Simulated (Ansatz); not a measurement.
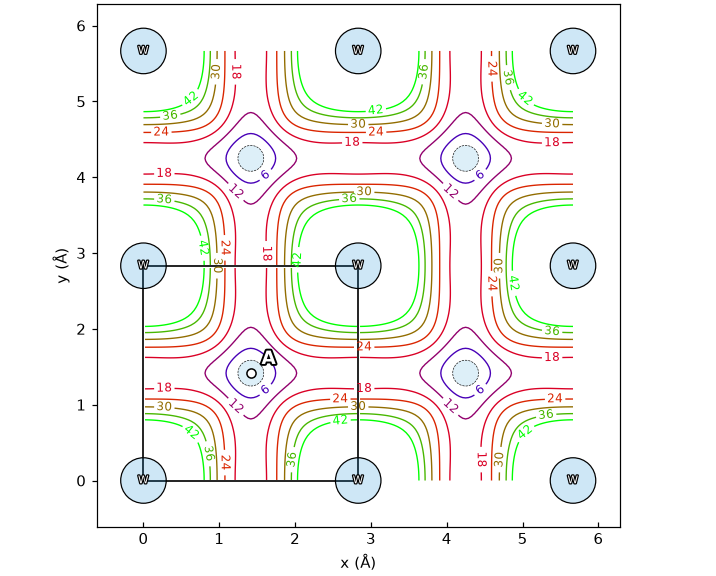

Si on a W(100) slab cut from the Fm-3m phase, its upper half relaxed before the scan (12 atoms of substrate and one adsorbate in a 2 × 2 cell). Si is moved over the surface cell at a fixed height above a rigid substrate; the origin of the map has the adsorbate above W9; the height is held at 2.50 Å. Places are given modulo a cell vector. The map is drawn in real space over the plane of the surface. Grid: 6 × 6 points; 10 points were computed and 26 follow by symmetry. Places are given in fractions of the 1 × 1 surface cell. Energies: meV, counted from the lowest grid point. The runs have no spin polarisation, so an open-shell adsorbate far from the surface lies too high. At a fixed height the lowest place need not be the adsorption site. Method: Ansatz 0.2.0, DFT PBE+D3(BJ), scalar-relativistic, plane waves, PAW. Settings: cutoff 420 eV, k-mesh 5×5×1, gaussian smearing 0.1 eV, no spin polarisation.

In the figure: contour lines labelled in meV (none above 42), labelled circles for the atoms of the top layer and small ones for the second layer, the outline of one cell of the 2 × 2 shown, the point A. Between grid points the surface is interpolated.

Q: Find the lowest pass out of the well at A.

A: The easiest path leads from the well at a fourfold hollow over a second-layer W atom, (3/6, 3/6) of the cell vectors to its copy one period on. Its highest point lies about 15 meV above the bottom of the first well on the interpolated surface, at about (0.87, 0.50) of the cell vectors. This is the barrier on the constrained surface; relaxing the other coordinates would change it. On the way the path dips through a shallower well, about 0.47 meV deep.

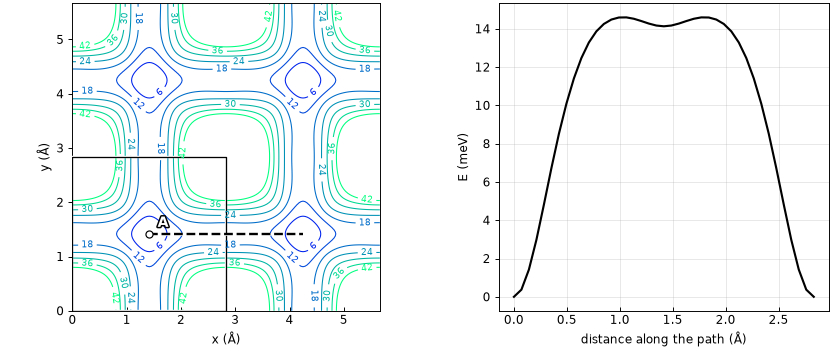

In the figure: contour lines labelled in meV (none above 42), a line along the lowest path, the outline of one cell of the 2 × 2 shown, the energy along the path at the right. Between grid points the surface is interpolated.

PAW datasets: the set soft_1.
